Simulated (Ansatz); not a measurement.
**Geometry relaxation, with input and output: AlGaN$_{2}$**

- system: AlGaN$_{2}$ (P-4m2, 16 atoms in the cell)
- method: DFT r2SCAN, scalar-relativistic, plane waves, PAW, no spin polarisation (Ansatz 0.2.0)

The structure derives from a Materials Project entry. It belongs to a series of runs on one base structure; here: 0 of 4 Ga sites taken by Zn, cell and atoms relaxed.

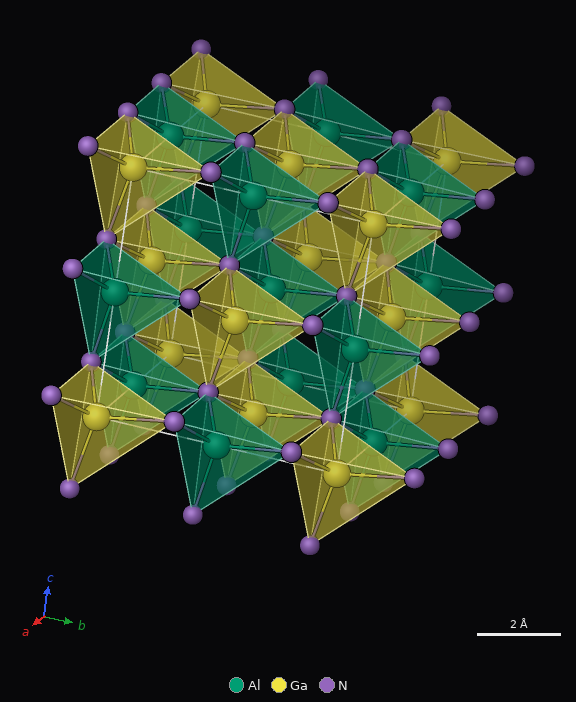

Fig. 1: The input geometry (polyhedral view of the cell of the calculation, seen slightly off an axis; polyhedra are completed across the faces of the cell). An atom can appear more than once, as a periodic image.

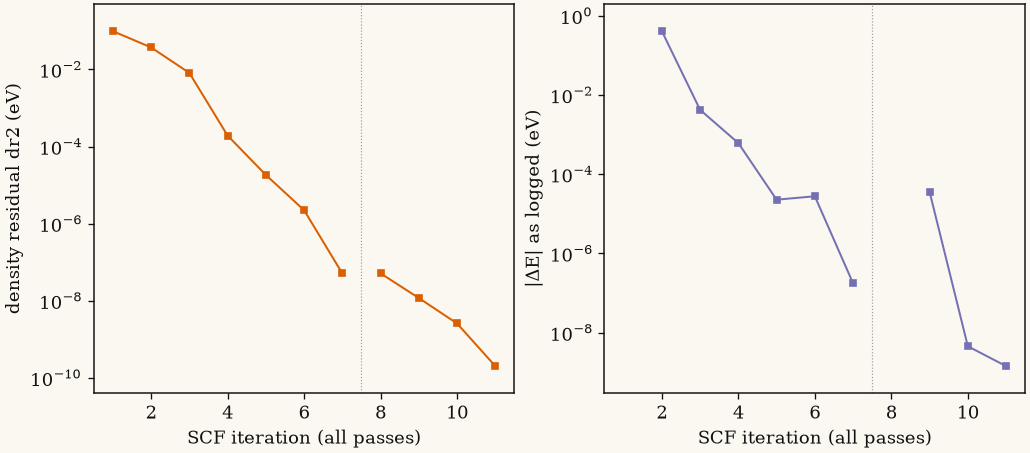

Fig. 2: Convergence of the self-consistent field: density residual dr2 and size of the energy change against the SCF iteration. The dotted lines part the SCF passes of the relaxation: geometry steps, rejected trials and re-solves on a re-selected basis. The passes take 7 and 4 iterations.

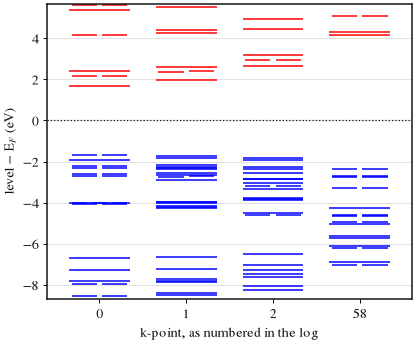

Fig. 3: Kohn–Sham levels near the Fermi level (dotted) at the few k-points that the log prints; levels within 0.02 eV of each other stand side by side. Among these points the highest filled and lowest empty levels are 3.37 eV apart, which is the gap on the mesh.

These pictures come from the run below.

Input
```yaml
crystal:
  lattice:
    - [-3.1385264188, -3.1385264188, -4.4223567269]
    - [3.1385264188, -3.1385264188, 4.4223567269]
    - [-3.1385264188, 3.1385264188, 4.4223567269]
  atoms:
    - { symbol: Al, position: [0.0, 0.0, 0.5] }
    - { symbol: Al, position: [0.0, 0.5, 0.0] }
    - { symbol: Al, position: [0.5, 0.0, 0.0] }
    - { symbol: Al, position: [0.5, 0.5, 0.5] }
    - { symbol: Ga, position: [1.0, 1.0, 0.0] }
    - { symbol: Ga, position: [0.0, 0.5, 0.5] }
    - { symbol: Ga, position: [0.5, 1.0, 0.5] }
    - { symbol: Ga, position: [0.5, 0.5, 0.0] }
    - { symbol: "N", position: [0.75, 0.8695415852, 0.6195415852] }
    - { symbol: "N", position: [0.75, 0.3695415852, 0.1195415852] }
    - { symbol: "N", position: [0.25, 0.8695415852, 0.1195415852] }
    - { symbol: "N", position: [0.25, 0.3695415852, 0.6195415852] }
    - { symbol: "N", position: [0.75, 0.8804584148, 0.1304584148] }
    - { symbol: "N", position: [0.75, 0.3804584148, 0.6304584148] }
    - { symbol: "N", position: [0.25, 0.8804584148, 0.6304584148] }
    - { symbol: "N", position: [0.25, 0.3804584148, 0.1304584148] }
basis:
  ecutwfc: 500
kpoints:
  mp_grid: { grid: [8, 8, 8] }
hamiltonian:
  xc: r2scan
scf:
  occupations: { method: gaussian, width: 0.1 }
output:
  forces: true
  stress: true
  eigenvalues: true
relax:
  adjacent_minimum: "off"
  f_tol: 0.015
  max_steps: 60
  cell: { stress_tol: 0.15 }
```

Launched with:
```bash
ansatz run input.yaml --threads 2 --pin off --max-ram 5120MiB --backend cpu --events-out ev --progress --plain --runs-dir out
```

What the program printed
```
Engine: ansatz 0.2.0, x86_64-unknown-linux-gnu
Pseudopotentials: kind: paw
Pseudopotential: Al, paw, valence charge 3, recommended cutoff 500 eV (meta_gga), Al.paw.azcp
Pseudopotential: Ga, paw, valence charge 13, recommended cutoff 500 eV (meta_gga), Ga.paw.azcp
Pseudopotential: N, paw, valence charge 5, recommended cutoff 500 eV (meta_gga), N.paw.azcp
Functional definition: r2SCAN
  parameter k0 = 0.174
  parameter k1 = 0.065
  parameter a1 = 4.9479
  exchange = r2scan_x(k0 = k0, k1 = k1, a1 = a1)
  correlation = r2scan_c
Crystal: 16 atoms, lattice volume = 174.247 Å³
Basis set: ecut = 500 eV, 4477 PW (Γ), exchange–correlation on 192×192×192 points (64 copies of the dense FFT grid, shifted against one another)
Bands: 68, of which v1, the nominal top of the filled ones, is band 52 counted from 1 (51 counted from 0)
Symmetry: 32 space group operations
Space group: P-4m2 (ITA 115), of the structure as read, at distance tolerance 5.6e-5 Å
k-points: 59 of 512 (time reversal used)
Non-local potential: Al, projectors of the file, l = 0: 2, l = 1: 2, l = 2: 1
Non-local potential: Ga, projectors of the file, l = 0: 2, l = 1: 2, l = 2: 3, l = 3: 1
Non-local potential: N, projectors of the file, l = 0: 2, l = 1: 2, l = 2: 1
PAW form: soft (Blöchl's): semilocal exchange-correlation on the pseudo side does not see the compensation charge
PAW frozen core: Al, regenerated for the run's functional (the file was generated under x = pbe(κ = 0.804, μ = 0.2195149727645171), c = pbe(β = 0.06672455060314922))
PAW frozen core: Ga, regenerated for the run's functional (the file was generated under x = pbe(κ = 0.804, μ = 0.2195149727645171), c = pbe(β = 0.06672455060314922))
PAW frozen core: N, regenerated for the run's functional (the file was generated under x = pbe(κ = 0.804, μ = 0.2195149727645171), c = pbe(β = 0.06672455060314922))
PAW one-centre angular grid: Al, 302 points (default); XC on 160 Gauss nodes
PAW one-centre angular grid: Ga, 590 points (default); XC on 160 Gauss nodes
PAW one-centre angular grid: N, 302 points (default); XC on 160 Gauss nodes
Initial density: superposition of atomic densities (neutral atoms: chi_scale 0, normalization atom), corrected by the library's trained network
Initial wavefunctions: pseudopotential atomic-orbital guess
Functional: x = r2scan, c = r2scan; τ floored in thin density (d = 2e-4 eV/Å³)
SCF iter   1: F=—  HF=-20418.827567 eV  |F-HF|=—  |Δ(HF+E_count)|=         —  Δρ=9.81e-3  dr2=9.87e-2  dr2_τ=9.97e-1  ethr=1.77e-3  ⟨swp⟩=8.0  Hψ=18614  notcnv=0  defer=45
preconditioner: auto → Resta (q_TF=auto, 2.503 Å⁻¹)  ε∞=3.9  [insulator: Δε(μ)=3.315 eV  Ē_g=16.752 eV  σ=0.100 eV  W_gap=1.00  n_scr=58 (ndim 8)  ℏωp=28.7 eV  f_vac=0.000  D(μ)=0.00/eV (n_scr^D=0)  ε∞_Penn≈3.9]
SCF iter   2: F=—  HF=-20419.237297 eV  |F-HF|=—  |Δ(HF+E_count)|=   4.10e-1  Δρ=5.32e-3  dr2=3.74e-2  dr2_τ=7.53e-4  ethr=9.49e-5  ⟨swp⟩=2.0  Hψ=8089  notcnv=0  defer=584
SCF iter   3: F=—  HF=-20419.233067 eV  |F-HF|=—  |Δ(HF+E_count)|=   4.23e-3  Δρ=3.07e-3  dr2=8.14e-3  dr2_τ=4.93e-4  ethr=3.59e-5  ⟨swp⟩=3.0  Hψ=7170  notcnv=0  defer=584
SCF iter   4: F=—  HF=-20419.232455 eV  |F-HF|=—  |Δ(HF+E_count)|=   6.12e-4  Δρ=3.37e-4  dr2=1.93e-4  dr2_τ=8.13e-5  ethr=7.83e-6  ⟨swp⟩=2.0  Hψ=6496  notcnv=0  defer=584
SCF iter   5: F=—  HF=-20419.232478 eV  |F-HF|=—  |Δ(HF+E_count)|=   2.28e-5  Δρ=1.39e-4  dr2=1.84e-5  dr2_τ=2.44e-6  ethr=1.86e-7  ⟨swp⟩=2.0  Hψ=6449  notcnv=0  defer=584
SCF iter   6: F=—  HF=-20419.232450 eV  |F-HF|=—  |Δ(HF+E_count)|=   2.78e-5  Δρ=3.06e-5  dr2=2.24e-6  dr2_τ=1.01e-7  ethr=1.77e-8  ⟨swp⟩=2.0  Hψ=4843  notcnv=0  defer=584
SCF iter   7: F=-20419.232450 eV  HF=-20419.232450 eV  |F-HF|=1.04e-8  |Δ(HF+E_count)|=   1.76e-7  Δρ=5.57e-6  dr2=5.12e-8  dr2_τ=5.98e-9  ethr=9.62e-11  ⟨swp⟩=11.8  Hψ=21988  notcnv=0
SCF 1 converged in 7 iterations: F = -20419.232450 eV  dr2 = 5.12e-8
  greatest PAW one-centre occupation: 0.995 electrons in one spin orbital (limit 2), on the Ga atom at site 7 (counted from 0), in its partial waves of l = 2
relax step   1: F+E_penalty+E_count = -20419.23244980 eV  Δ(F+E_penalty+E_count) = +0.000e0 eV  max|allowed force component| = 4.442e-4 eV/Å  Δτ_max = 0.0000 Å  P = +0.007 GPa  Ω = 174.247 Å³  (7 SCF iters, dr2 threshold 1.00e-7 eV, accepted)
Initial density: handed on by an earlier stage of this run
Initial wavefunctions: pseudopotential atomic-orbital guess (no wavefunctions were taken with the density)
iter 1 solved again at ethr=4.91e-8 eV; its pass at ethr=3.10e-3 eV (dr2=5.11e-5 eV) is discarded
SCF iter   1: F=—  HF=-20419.232486 eV  |F-HF|=—  |Δ(HF+E_count)|=         —  Δρ=5.62e-6  dr2=5.15e-8  dr2_τ=6.04e-9  ethr=4.91e-8  ⟨swp⟩=3.1  Hψ=29064  notcnv=0
preconditioner: auto → Resta (q_TF=auto, 2.503 Å⁻¹)  ε∞=4.0  [insulator: Δε(μ)=3.369 eV  Ē_g=16.639 eV  σ=0.100 eV  W_gap=1.00  n_scr=58 (ndim 8)  ℏωp=28.7 eV  f_vac=0.000  D(μ)=0.00/eV (n_scr^D=0)  ε∞_Penn≈4.0]
SCF iter   2: F=—  HF=-20419.232450 eV  |F-HF|=—  |Δ(HF+E_count)|=   3.60e-5  Δρ=2.78e-6  dr2=1.18e-8  dr2_τ=7.60e-10  ethr=4.95e-11  ⟨swp⟩=2.1  Hψ=6854  notcnv=0
SCF iter   3: F=—  HF=-20419.232450 eV  |F-HF|=—  |Δ(HF+E_count)|=   4.54e-9  Δρ=1.24e-6  dr2=2.58e-9  dr2_τ=8.78e-11  ethr=1.13e-11  ⟨swp⟩=2.0  Hψ=6477  notcnv=0
SCF iter   4: F=-20419.232450 eV  HF=-20419.232450 eV  |F-HF|=3.35e-10  |Δ(HF+E_count)|=   1.43e-9  Δρ=3.83e-7  dr2=2.02e-10  dr2_τ=2.77e-11  ethr=1.38e-12  ⟨swp⟩=8.2  Hψ=13626  notcnv=0
SCF 2 converged in 4 iterations: F = -20419.232450 eV  dr2 = 2.02e-10
relax step   2: F+E_penalty+E_count = -20419.23244982 eV  Δ(F+E_penalty+E_count) = -1.721e-8 eV  max|allowed force component| = 4.728e-4 eV/Å  Δτ_max = 0.0000 Å  P = +0.007 GPa  Ω = 174.247 Å³  stress off target by 1.50e-2 GPa  SCF on the basis re-selected at this cell (its energy is not comparable with the rows above)  (4 SCF iters)
basis re-selected at this cell: Δ(F+E_penalty+E_count) = -1.721e-8 eV, ΔP = -0.000 GPa vs the last step (what re-selecting the basis moved, of the pressure what is left beyond the Pulay correction that the steps carried, after the strain that the cell walked since its last selection, with what the two solves' SCF thresholds leave and, on support functions, any second-order correction that the steps lacked; it is no measure of the basis error at this ecutwfc). This SCF's stress stands 1.50e-2 GPa from its target on what of the cell is left free (relax.cell.stress_tol is 1.50e-1 GPa) and its largest allowed force component is 4.73e-4 eV/Å (relax.f_tol is 1.50e-2 eV/Å): within both
SCF converged after 4 iterations
Free energy (F): -20419.232450 eV
Harris-Foulkes:  -20419.232450 eV  (|F-HF|=3.35e-10)
Internal energy: -20419.232450 eV  (E = F + TS)
E sigma→0 (E₀):  -20419.232450 eV
Fermi energy:    9.857407 eV
--- Per-component energies (eV) ---
  E_band       = -48.595320
  E_kinetic    = 1630.187792
  E_local      = -9883.447841  (includes V_loc(G=0)·N_el)
  E_nonlocal   = 2122.788481
  E_hartree    = 4489.394645
  E_xc         = -882.430074
  E_vxc        = -1051.090106  (∫ρ·V_xc dr)
  E_paw        = -10958.754587  (= ΣΔE_a)
  E_vpaw       = -1902.812564  (= ΣTr[D̂ρ^β])
  E_aug_tail   = -0.000058  (compensation charges beyond the density's cutoff)
  E_vtau       = 56.990401  (kinetic-family band-sum trace: ∫τ·v_τ [+ j·A + Jᵃ·Aᵃ] dr)
  E_ewald      = -6933.881579
  E_core_change = -3.089228  (= ΣΔE_core)
  E_smearing   = -0.000000  (= −TS)
  E_closure    = 0.000000  (closes the sum)
  Σ components = -20419.232450   (vs F -20419.232450, Δ=0.00e0)
--- Forces (eV/Å), atoms counted from 1 ---
  atom   1  Al    -0.00000000    -0.00000000     0.00000000
  atom   2  Al    -0.00000000    -0.00000000     0.00000000
  atom   3  Al    -0.00000000     0.00000000     0.00000000
  atom   4  Al    -0.00000000     0.00000000     0.00000000
  atom   5  Ga    -0.00000000    -0.00000000     0.00000000
  atom   6  Ga    -0.00000000     0.00000000     0.00000000
  atom   7  Ga    -0.00000000     0.00000000    -0.00000000
  atom   8  Ga    -0.00000000    -0.00000000    -0.00000000
  atom   9  N      0.00000000     0.00000000     0.00047277
  atom  10  N      0.00000000     0.00000000     0.00047277
  atom  11  N      0.00000000     0.00000000     0.00047277
  atom  12  N      0.00000000     0.00000000     0.00047277
  atom  13  N      0.00000000     0.00000000    -0.00047277
  atom  14  N      0.00000000     0.00000000    -0.00047277
  atom  15  N      0.00000000     0.00000000    -0.00047277
  atom  16  N      0.00000000    -0.00000000    -0.00047277
  max |Σ_I F_I| component: 3.16e-16 eV/Å
--- Stress (GPa, compression-positive) ---
        0.002962       0.000000      -0.000000
       -0.000000       0.002962      -0.000000
       -0.000000      -0.000000       0.014964
  P = ⅓ Tr σ = 0.0070 GPa (0.070 kbar)
--- Band table (eV; the first three rows and the last of 59) ---
  k-point 0: bands = ["-8.1274", "-6.9400", "-6.9400", "-6.6911", "-6.6911", "-6.5656", "-6.5438", "-6.5438", "-5.2171", "-5.2171", "-5.2096", "-5.2035", "-5.2035", "-5.1504", "-5.0833", "-5.0833", "-5.0723", "-5.0723", "-5.0480", "-5.0350", "-4.9969", "-4.5852", "-4.5852", "-4.1143", "-4.1143", "-4.1002", "-3.9611", "-3.9611", "1.2959", "1.2959", "1.9032", "1.9032", "2.0446", "2.5625", "3.1449", "5.7778", "5.7778", "5.8230", "5.8527", "5.8527", "5.8561", "7.1500", "7.1500", "7.2650", "7.2650", "7.5558", "7.5558", "7.6186", "7.6186", "7.9584", "8.1718", "8.1718", "11.5409", "12.0177", "12.0177", "12.2604", "14.0122", "14.0122", "15.2134", "15.4780", "15.4780", "16.5609", "17.7327", "18.1960", "18.1960", "18.4611", "18.4611", "19.1091"]
  k-point 1: bands = ["-8.0770", "-6.9595", "-6.9256", "-6.6999", "-6.6866", "-6.5727", "-6.5595", "-6.5500", "-5.2198", "-5.2167", "-5.2057", "-5.2044", "-5.2041", "-5.1443", "-5.0871", "-5.0789", "-5.0776", "-5.0694", "-5.0577", "-5.0368", "-4.9998", "-4.6341", "-4.5631", "-4.1594", "-4.1170", "-4.1149", "-3.9933", "-3.9741", "1.3800", "1.4576", "1.9939", "2.0672", "2.1429", "2.6418", "3.2134", "5.6126", "5.6626", "5.6837", "5.8276", "5.8845", "5.9122", "6.9726", "7.1200", "7.1363", "7.2063", "7.2977", "7.4954", "7.5392", "7.6007", "7.6914", "8.0356", "8.1391", "11.8491", "12.2366", "12.2510", "12.4761", "14.1326", "14.2727", "15.3978", "15.5531", "15.6586", "16.7105", "17.6859", "17.7831", "17.8748", "17.9906", "18.4411", "19.2310"]
  k-point 2: bands = ["-7.9321", "-7.0410", "-6.8843", "-6.7087", "-6.6730", "-6.6039", "-6.5935", "-6.5676", "-5.2219", "-5.2155", "-5.2058", "-5.2049", "-5.1898", "-5.1270", "-5.0997", "-5.0927", "-5.0848", "-5.0700", "-5.0613", "-5.0413", "-5.0081", "-4.7766", "-4.5017", "-4.2273", "-4.1591", "-4.1138", "-4.0780", "-4.0076", "1.6221", "1.8185", "2.2543", "2.3741", "2.6029", "2.8186", "3.3613", "5.2561", "5.2625", "5.3531", "5.9720", "6.0191", "6.0796", "6.5256", "6.6492", "6.6642", "6.8208", "6.9945", "7.0289", "7.3183", "7.5136", "7.5985", "7.9565", "8.0488", "12.5133", "12.8130", "12.8198", "13.0335", "14.2899", "14.8040", "15.7450", "15.9091", "15.9149", "16.9640", "17.0285", "17.0999", "17.4050", "18.2447", "18.5862", "19.5514"]
  k-point 58: bands = ["-7.3839", "-7.0481", "-6.9102", "-6.9102", "-6.7745", "-6.7745", "-6.5795", "-6.5795", "-5.2247", "-5.2247", "-5.1996", "-5.1980", "-5.1980", "-5.1382", "-5.1382", "-5.1144", "-5.0731", "-5.0731", "-5.0498", "-5.0151", "-4.9967", "-4.9233", "-4.6026", "-4.6026", "-4.3610", "-4.3610", "-3.8223", "-3.8223", "2.8230", "2.8230", "2.9563", "3.6353", "3.6353", "3.7603", "4.1480", "4.2585", "4.8244", "4.9318", "4.9318", "5.1934", "5.1934", "5.2698", "5.2698", "5.5971", "6.5492", "6.5492", "7.1290", "7.1290", "7.1769", "7.1769", "7.4987", "7.4987", "14.0010", "14.1640", "14.9581", "14.9581", "15.9766", "15.9766", "16.0115", "16.0115", "16.9023", "16.9142", "16.9142", "17.3399", "17.3399", "17.8327", "18.2779", "19.2841"]
--- Relaxed structure (1 steps of the walk, 1 accepted, 1 SCFs on fresh bases) ---
  F+E_penalty+E_count = -20419.23244982 eV   max|allowed force component| = 4.728e-4 eV/Å   (the final SCF, on the basis selected at the relaxed cell)
  cell:  # Å, volume = 174.2470 Å³
    - [-3.1385264188, -3.1385264188, -4.4223567269]
    - [3.1385264188, -3.1385264188, 4.4223567269]
    - [-3.1385264188, 3.1385264188, 4.4223567269]
  atoms:
    - { symbol: Al, position: [0.0, 0.0, 0.5] }
    - { symbol: Al, position: [0.0, 0.5, 0.0] }
    - { symbol: Al, position: [0.5, 0.0, 0.0] }
    - { symbol: Al, position: [0.5, 0.5, 0.5] }
    - { symbol: Ga, position: [1.0, 1.0, 0.0] }
    - { symbol: Ga, position: [0.0, 0.5, 0.5] }
    - { symbol: Ga, position: [0.5000000000000001, 1.0, 0.5] }
    - { symbol: Ga, position: [0.5, 0.5, 0.0] }
    - { symbol: N, position: [0.7500000000000001, 0.8695415852000001, 0.6195415852] }
    - { symbol: N, position: [0.75, 0.3695415852, 0.1195415852] }
    - { symbol: N, position: [0.24999999999999994, 0.8695415852, 0.11954158519999997] }
    - { symbol: N, position: [0.25, 0.3695415852000001, 0.6195415852] }
    - { symbol: N, position: [0.75, 0.8804584148000001, 0.13045841480000006] }
    - { symbol: N, position: [0.75, 0.3804584148000001, 0.6304584148] }
    - { symbol: N, position: [0.24999999999999997, 0.8804584148000001, 0.6304584148000001] }
    - { symbol: N, position: [0.25, 0.3804584148, 0.1304584148] }
```

Trajectory as extended XYZ (Å, eV, eV/Å), 2 frames, from step=1 to step=2
```
16
Lattice="-3.1385 -3.1385 -4.4224 3.1385 -3.1385 4.4224 -3.1385 3.1385 4.4224" Properties=species:S:1:pos:R:3:forces:R:3 step=1 energy=-20419.23245 pressure_GPa=0.01
Al   -1.5693    1.5693    2.2112    0.0000   0.0000   0.0000
Al    1.5693   -1.5693    2.2112    0.0000   0.0000   0.0000
Al   -1.5693   -1.5693   -2.2112    0.0000   0.0000   0.0000
Al   -1.5693   -1.5693    2.2112    0.0000   0.0000   0.0000
Ga    0.0000   -6.2771    0.0000    0.0000   0.0000   0.0000
Ga    0.0000    0.0000    4.4224    0.0000   0.0000   0.0000
Ga    0.0000   -3.1385    4.4224    0.0000   0.0000   0.0000
Ga    0.0000   -3.1385    0.0000    0.0000   0.0000   0.0000
N    -1.5693   -3.1385    3.2685    0.0000   0.0000   0.0004
N    -1.5693   -3.1385   -1.1539    0.0000   0.0000   0.0004
N     1.5693   -3.1385    3.2685    0.0000   0.0000   0.0004
N    -1.5693    0.0000    3.2685    0.0000   0.0000   0.0004
N     0.0000   -4.7078    1.1539    0.0000   0.0000  -0.0004
N    -3.1385   -1.5693    1.1539    0.0000   0.0000  -0.0004
N     0.0000   -1.5693    5.5762    0.0000   0.0000  -0.0004
N     0.0000   -1.5693    1.1539    0.0000   0.0000  -0.0004
16
Lattice="-3.1385 -3.1385 -4.4224 3.1385 -3.1385 4.4224 -3.1385 3.1385 4.4224" Properties=species:S:1:pos:R:3:forces:R:3 step=2 energy=-20419.23245 pressure_GPa=0.01
Al   -1.5693    1.5693    2.2112    0.0000   0.0000   0.0000
Al    1.5693   -1.5693    2.2112    0.0000   0.0000   0.0000
Al   -1.5693   -1.5693   -2.2112    0.0000   0.0000   0.0000
Al   -1.5693   -1.5693    2.2112    0.0000   0.0000   0.0000
Ga    0.0000   -6.2771    0.0000    0.0000   0.0000   0.0000
Ga    0.0000    0.0000    4.4224    0.0000   0.0000   0.0000
Ga    0.0000   -3.1385    4.4224    0.0000   0.0000   0.0000
Ga    0.0000   -3.1385    0.0000    0.0000   0.0000   0.0000
N    -1.5693   -3.1385    3.2685    0.0000   0.0000   0.0005
N    -1.5693   -3.1385   -1.1539    0.0000   0.0000   0.0005
N     1.5693   -3.1385    3.2685    0.0000   0.0000   0.0005
N    -1.5693    0.0000    3.2685    0.0000   0.0000   0.0005
N     0.0000   -4.7078    1.1539    0.0000   0.0000  -0.0005
N    -3.1385   -1.5693    1.1539    0.0000   0.0000  -0.0005
N     0.0000   -1.5693    5.5762    0.0000   0.0000  -0.0005
N     0.0000   -1.5693    1.1539    0.0000   0.0000  -0.0005
```

Key numbers

| quantity | value |
| --- | --- |
| outcome | converged |
| space group (tolerance 0.01 Å) | P-4m2 (115) |
| electrons treated | 104 |
| free energy | −20419.2324 eV |
| Fermi energy | 9.857 eV |
| gap on the k-point mesh | 3.37 eV |
| pressure | 0.01 GPa |
| final volume | 174.25 Å³ |
| largest force (length of the vector) at the end | under 0.001 eV/Å |
| final cell | a = 6.266 Å, b = 6.266 Å, c = 6.266 Å, α = 90.21°, β = 119.88°, γ = 119.88° |
| hardware | 2 threads of Intel Xeon (Granite Rapids), 32 GiB of memory available, shared host |
| wall time | 56 s (CPU time 1.9 min) |
| peak memory | 1.3 GiB |
